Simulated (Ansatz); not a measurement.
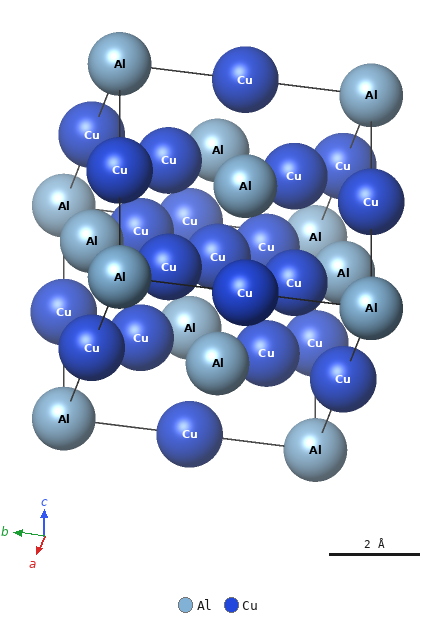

Figure 1. The structure as given in the input (spheres-only view of the cell 4 times as large as that of the calculation, set on its symmetry axes, seen at an oblique angle). An atom can appear more than once, as a periodic image.

**Geometry relaxation, with input and output: AlCu₃ (part 1 of 2)**

AlCu₃ (4 atoms in the cell), computed with DFT PBEsol, scalar-relativistic, plane waves, PAW, no spin polarisation (Ansatz 0.2.0).

The structure derives from a Materials Project entry. It belongs to a series of runs on one base structure; here: cell and atoms relaxed tightly for response.

**Output**
```
Engine: ansatz 0.2.0, x86_64-unknown-linux-gnu
Pseudopotentials: kind: paw
Pseudopotential: Al, paw, valence charge 3, recommended cutoff 420 eV (normal), Al.paw.azcp
Pseudopotential: Cu, paw, valence charge 19, recommended cutoff 420 eV (normal), Cu.paw.azcp
Functional definition: PBEsol
  exchange = pbesol_x
  correlation = pbesol_c
Crystal: 4 atoms, lattice volume = 47.949 Å³
Basis set: ecut = 420 eV, 941 PW (Γ), exchange–correlation on 60×60×60 points (8 copies of the dense FFT grid, shifted against one another)
Bands: 36, of which v1, the nominal top of the filled ones, is band 30 counted from 1 (29 counted from 0)
Symmetry: 48 space group operations
Space group: Fm-3m (ITA 225), of the structure as read, at distance tolerance 3.6e-5 Å
k-points: 72 of 1728
Non-local potential: Al, projectors of the file, l = 0: 2, l = 1: 2, l = 2: 1
Non-local potential: Cu, projectors of the file, l = 0: 3, l = 1: 2, l = 2: 3, l = 3: 1
PAW form: soft (Blöchl's): semilocal exchange-correlation on the pseudo side does not see the compensation charge
PAW frozen core: Al, regenerated for the run's functional, and the local potential with it (the file was generated under x = pbe(κ = 0.804, μ = 0.2195149727645171), c = pbe(β = 0.06672455060314922))
PAW frozen core: Cu, regenerated for the run's functional, and the local potential with it (the file was generated under x = pbe(κ = 0.804, μ = 0.2195149727645171), c = pbe(β = 0.06672455060314922))
PAW one-centre angular grid: Al, 110 points (default); XC on 64 Gauss nodes
PAW one-centre angular grid: Cu, 590 points (default); XC on 64 Gauss nodes
Initial density: superposition of atomic densities (neutral atoms: chi_scale 0, normalization atom), corrected by the library's trained network
Initial wavefunctions: pseudopotential atomic-orbital guess
Functional: x = pbesol(κ = 0.804, μ = 0.12345679012345678), c = pbesol(β = 0.046)
SCF iter   1: F=—  HF=-20291.629160 eV  |F-HF|=—  |Δ(HF+E_count)|=         —  Δρ=1.37e-2  dr2=4.47e-2  ethr=1.77e-3  ⟨swp⟩=5.1  Hψ=8848  notcnv=0
preconditioner: auto → Kerker (q_TF=auto, 2.832 Å⁻¹)  [metal: Δε(μ)=0.058 eV  Ē_g=8.892 eV  σ=0.150 eV  W_gap=0.10  n_scr=14 (ndim 8)  ℏωp=32.2 eV  f_vac=0.000  D(μ)=1.04/eV (n_scr^D=8)]
SCF iter   2: F=—  HF=-20291.618874 eV  |F-HF|=—  |Δ(HF+E_count)|=   1.03e-2  Δρ=9.70e-4  dr2=4.97e-4  ethr=7.45e-5  ⟨swp⟩=2.0  Hψ=4566  notcnv=0
SCF iter   3: F=—  HF=-20291.618363 eV  |F-HF|=—  |Δ(HF+E_count)|=   5.11e-4  Δρ=1.43e-3  dr2=6.30e-4  ethr=8.29e-7  ⟨swp⟩=2.0  Hψ=4537  notcnv=0
SCF iter   4: F=—  HF=-20291.618149 eV  |F-HF|=—  |Δ(HF+E_count)|=   2.14e-4  Δρ=3.37e-4  dr2=5.21e-5  ethr=8.29e-7  ⟨swp⟩=2.5  Hψ=3668  notcnv=0
SCF iter   5: F=—  HF=-20291.618138 eV  |F-HF|=—  |Δ(HF+E_count)|=   1.12e-5  Δρ=2.32e-4  dr2=2.66e-5  ethr=8.68e-8  ⟨swp⟩=2.0  Hψ=4091  notcnv=0
SCF iter   6: F=—  HF=-20291.618131 eV  |F-HF|=—  |Δ(HF+E_count)|=   6.97e-6  Δρ=5.36e-5  dr2=1.90e-6  ethr=4.43e-8  ⟨swp⟩=2.4  Hψ=3759  notcnv=0
SCF iter   7: F=—  HF=-20291.618131 eV  |F-HF|=—  |Δ(HF+E_count)|=   1.00e-7  Δρ=1.16e-5  dr2=1.02e-7  ethr=3.17e-9  ⟨swp⟩=2.0  Hψ=3871  notcnv=0
SCF iter   8: F=-20291.618131 eV  HF=-20291.618131 eV  |F-HF|=3.82e-9  |Δ(HF+E_count)|=   3.34e-8  Δρ=3.35e-6  dr2=5.74e-9  ethr=1.67e-10  ⟨swp⟩=3.8  Hψ=7596  notcnv=0
SCF 1 converged in 8 iterations: F = -20291.618131 eV  dr2 = 5.74e-9
  greatest PAW one-centre occupation: 1.000 electrons in one spin orbital (limit 2), on the Cu atom at site 1 (counted from 0), in its partial waves of l = 0
relax step   1: F+E_penalty+E_count = -20291.61813118 eV  Δ(F+E_penalty+E_count) = +0.000e0 eV  max|allowed force component| = 9.252e-18 eV/Å  Δτ_max = 0.0000 Å  P = +0.093 GPa  Ω = 47.949 Å³  (8 SCF iters, dr2 threshold 1.00e-7 eV, accepted)
Crystal: 4 atoms, lattice volume = 47.966 Å³
Initial density: handed on by an earlier stage of this run
Initial wavefunctions: those handed on with the density
iter 1 solved again at ethr=1.30e-8 eV; its pass at ethr=3.10e-3 eV (dr2=7.81e-6 eV) is discarded
SCF iter   1: F=—  HF=-20291.618130 eV  |F-HF|=—  |Δ(HF+E_count)|=         —  Δρ=1.46e-4  dr2=7.39e-6  ethr=1.30e-8  ⟨swp⟩=1.5  Hψ=9554  notcnv=0
preconditioner: auto → Kerker (q_TF=auto, 2.832 Å⁻¹)  [metal: Δε(μ)=0.069 eV  Ē_g=8.945 eV  σ=0.150 eV  W_gap=0.11  n_scr=14 (ndim 8)  ℏωp=32.2 eV  f_vac=0.000  D(μ)=1.03/eV (n_scr^D=8)]
SCF iter   2: F=—  HF=-20291.618128 eV  |F-HF|=—  |Δ(HF+E_count)|=   2.27e-6  Δρ=2.95e-5  dr2=5.35e-7  ethr=1.23e-8  ⟨swp⟩=2.4  Hψ=3614  notcnv=0
SCF iter   3: F=—  HF=-20291.618128 eV  |F-HF|=—  |Δ(HF+E_count)|=   2.17e-7  Δρ=2.24e-5  dr2=2.86e-7  ethr=8.91e-10  ⟨swp⟩=2.7  Hψ=4002  notcnv=0
iter 4 did not close the SCF: its close was put off for the readings that it lacked (scf_convergence_deferred on its scf_iter line)
SCF iter   4: F=-20291.618128 eV  HF=-20291.618128 eV  |F-HF|=1.93e-9  |Δ(HF+E_count)|=   5.13e-8  Δρ=6.04e-6  dr2=1.49e-8  ethr=4.77e-10  ⟨swp⟩=2.4  Hψ=3745  notcnv=0
iter 5 did not close the SCF: its close was put off for the readings that it lacked (scf_convergence_deferred on its scf_iter line)
SCF iter   5: F=-20291.618128 eV  HF=-20291.618128 eV  |F-HF|=4.52e-9  |Δ(HF+E_count)|=   7.12e-9  Δρ=3.20e-6  dr2=3.57e-9  ethr=2.48e-11  ⟨swp⟩=2.0  Hψ=3874  notcnv=0
SCF iter   6: F=-20291.618128 eV  HF=-20291.618128 eV  |F-HF|=4.66e-10  |Δ(HF+E_count)|=  7.86e-10  Δρ=1.07e-6  dr2=6.41e-10  ethr=5.95e-12  ⟨swp⟩=2.0  Hψ=7774  notcnv=0
SCF 2 converged in 6 iterations: F = -20291.618128 eV  dr2 = 6.41e-10
relax step   2: F+E_penalty+E_count = -20291.61812770 eV  Δ(F+E_penalty+E_count) = +3.478e-6 eV  max|allowed force component| = 7.170e-17 eV/Å  Δτ_max = 0.0000 Å  P = +0.040 GPa  Ω = 47.966 Å³  energy of the carried Pulay correction = -1.048e-5 eV  (6 SCF iters, dr2 threshold 2.17e-8 eV, accepted)
Crystal: 4 atoms, lattice volume = 47.978 Å³
iter 1 solved again at ethr=7.54e-9 eV; its pass at ethr=3.10e-3 eV (dr2=4.52e-6 eV) is discarded
SCF iter   1: F=—  HF=-20291.618123 eV  |F-HF|=—  |Δ(HF+E_count)|=         —  Δρ=1.11e-4  dr2=4.27e-6  ethr=7.54e-9  ⟨swp⟩=1.4  Hψ=9288  notcnv=0
preconditioner: auto → Kerker (q_TF=auto, 2.832 Å⁻¹)  [metal: Δε(μ)=0.069 eV  Ē_g=8.942 eV  σ=0.150 eV  W_gap=0.11  n_scr=14 (ndim 8)  ℏωp=32.2 eV  f_vac=0.000  D(μ)=1.03/eV (n_scr^D=8)]
SCF iter   2: F=—  HF=-20291.618122 eV  |F-HF|=—  |Δ(HF+E_count)|=   1.70e-6  Δρ=2.28e-5  dr2=3.16e-7  ethr=7.12e-9  ⟨swp⟩=2.4  Hψ=3605  notcnv=0
SCF iter   3: F=—  HF=-20291.618121 eV  |F-HF|=—  |Δ(HF+E_count)|=   1.27e-7  Δρ=1.73e-5  dr2=1.68e-7  ethr=5.26e-10  ⟨swp⟩=2.8  Hψ=4021  notcnv=0
SCF iter   4: F=—  HF=-20291.618121 eV  |F-HF|=—  |Δ(HF+E_count)|=   3.04e-8  Δρ=4.64e-6  dr2=8.28e-9  ethr=2.80e-10  ⟨swp⟩=2.4  Hψ=3691  notcnv=0
iter 5 did not close the SCF: its close was put off for the readings that it lacked (scf_convergence_deferred on its scf_iter line)
SCF iter   5: F=-20291.618121 eV  HF=-20291.618121 eV  |F-HF|=2.51e-9  |Δ(HF+E_count)|=   4.34e-9  Δρ=2.43e-6  dr2=1.99e-9  ethr=1.38e-11  ⟨swp⟩=2.0  Hψ=3877  notcnv=0
SCF iter   6: F=-20291.618121 eV  HF=-20291.618121 eV  |F-HF|=2.66e-10  |Δ(HF+E_count)|=  4.33e-10  Δρ=7.99e-7  dr2=3.52e-10  ethr=3.32e-12  ⟨swp⟩=2.1  Hψ=8362  notcnv=0
SCF 3 converged in 6 iterations: F = -20291.618121 eV  dr2 = 3.52e-10
relax step   3: F+E_penalty+E_count = -20291.61812141 eV  Δ(F+E_penalty+E_count) = +6.295e-6 eV  max|allowed force component| = 1.151e-16 eV/Å  Δτ_max = 0.0000 Å  P = +0.000 GPa  Ω = 47.978 Å³  energy of the carried Pulay correction = -1.835e-5 eV  (6 SCF iters, dr2 threshold 3.99e-9 eV, accepted)
Initial wavefunctions: pseudopotential atomic-orbital guess (no wavefunctions were taken with the density)
iter 1 solved again at ethr=3.55e-9 eV; its pass at ethr=3.10e-3 eV (dr2=2.13e-6 eV) is discarded
SCF iter   1: F=—  HF=-20291.618127 eV  |F-HF|=—  |Δ(HF+E_count)|=         —  Δρ=1.23e-6  dr2=1.03e-9  ethr=3.55e-9  ⟨swp⟩=3.8  Hψ=16554  notcnv=0
SCF iter   2: F=—  HF=-20291.618126 eV  |F-HF|=—  |Δ(HF+E_count)|=   9.68e-7  Δρ=3.23e-7  dr2=6.21e-11  ethr=1.71e-12  ⟨swp⟩=2.1  Hψ=4758  notcnv=0
SCF iter   3: F=—  HF=-20291.618126 eV  |F-HF|=—  |Δ(HF+E_count)|=  3.64e-12  Δρ=4.92e-7  dr2=1.14e-10  ethr=1.00e-12  ⟨swp⟩=2.0  Hψ=3676  notcnv=0
SCF iter   4: F=—  HF=-20291.618126 eV  |F-HF|=—  |Δ(HF+E_count)|=  1.46e-11  Δρ=1.99e-7  dr2=2.64e-11  ethr=1.00e-12  ⟨swp⟩=1.0  Hψ=2592  notcnv=0
SCF iter   5: F=—  HF=-20291.618126 eV  |F-HF|=—  |Δ(HF+E_count)|=  1.09e-11  Δρ=8.73e-8  dr2=6.10e-12  ethr=1.00e-12  ⟨swp⟩=1.0  Hψ=2592  notcnv=0
iter 6 did not close the SCF: its close was put off for the readings that it lacked (scf_convergence_deferred on its scf_iter line)
SCF iter   6: F=-20291.618126 eV  HF=-20291.618126 eV  |F-HF|=7.28e-12  |Δ(HF+E_count)|=    0.00e0  Δρ=5.58e-8  dr2=1.56e-12  ethr=1.00e-12  ⟨swp⟩=1.0  Hψ=2592  notcnv=0
iter 7 did not close the SCF: its close was put off for the readings that it lacked (scf_convergence_deferred on its scf_iter line)
SCF iter   7: F=-20291.618126 eV  HF=-20291.618126 eV  |F-HF|=7.28e-12  |Δ(HF+E_count)|=  3.64e-12  Δρ=2.27e-8  dr2=3.61e-13  ethr=1.00e-12  ⟨swp⟩=1.0  Hψ=2592  notcnv=0
iter 8 did not close the SCF: its close was put off for the readings that it lacked (scf_convergence_deferred on its scf_iter line)
SCF iter   8: F=-20291.618126 eV  HF=-20291.618126 eV  |F-HF|=1.09e-11  |Δ(HF+E_count)|=  3.64e-12  Δρ=1.04e-8  dr2=5.09e-14  ethr=1.00e-12  ⟨swp⟩=1.0  Hψ=2592  notcnv=0
iter 9 did not close the SCF: its close was put off for the readings that it lacked (scf_convergence_deferred on its scf_iter line)
SCF iter   9: F=-20291.618126 eV  HF=-20291.618126 eV  |F-HF|=0.00e0  |Δ(HF+E_count)|=  3.64e-12  Δρ=2.02e-9  dr2=1.34e-15  ethr=1.00e-12  ⟨swp⟩=1.0  Hψ=2592  notcnv=0
SCF iter  10: F=-20291.618126 eV  HF=-20291.618126 eV  |F-HF|=0.00e0  |Δ(HF+E_count)|=    0.00e0  Δρ=2.04e-10  dr2=1.02e-17  ethr=1.00e-12  ⟨swp⟩=2.0  Hψ=6683  notcnv=0
SCF 4 converged in 10 iterations: F = -20291.618126 eV  dr2 = 1.02e-17
relax step   4: F+E_penalty+E_count = -20291.61812634 eV  Δ(F+E_penalty+E_count) = -4.938e-6 eV  max|allowed force component| = 1.064e-16 eV/Å  Δτ_max = 0.0000 Å  P = +0.001 GPa  Ω = 47.978 Å³  stress off target by 6.11e-4 GPa  SCF on the basis re-selected at this cell (its energy is not comparable with the rows above)  (10 SCF iters)
```

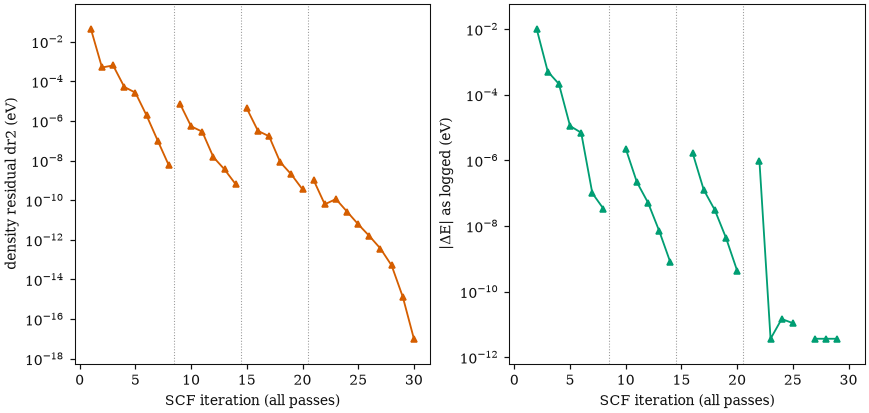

Figure 2. Convergence of the self-consistent field: density residual dr2 and size of the energy change against the SCF iteration. The dotted lines part the SCF passes of the relaxation: geometry steps, rejected trials and re-solves on a re-selected basis. The passes take 8, 6, 6 and 10 iterations.

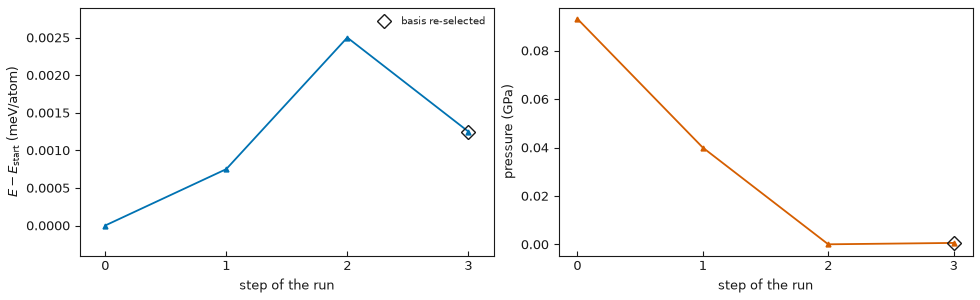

Figure 3. Progress of the relaxation, step by step (the first geometry is step 0 here and step 1 in the log). No atom moves by more than 0.005 Å relative to the cell. The volume changes by +0.1 %, with a = b = c 5.767 → 5.768 Å (0.0 %). The space group stays Fm-3m (No. 225). Over 2 geometry steps the energy rises by next to nothing (0.0 meV per atom). All forces vanish by symmetry, so only the cell relaxes. The pressure goes from 0.09 to 0.00 GPa. A last SCF at the same geometry on a re-selected plane-wave basis shifts the energy by next to nothing (0.0 meV per atom).
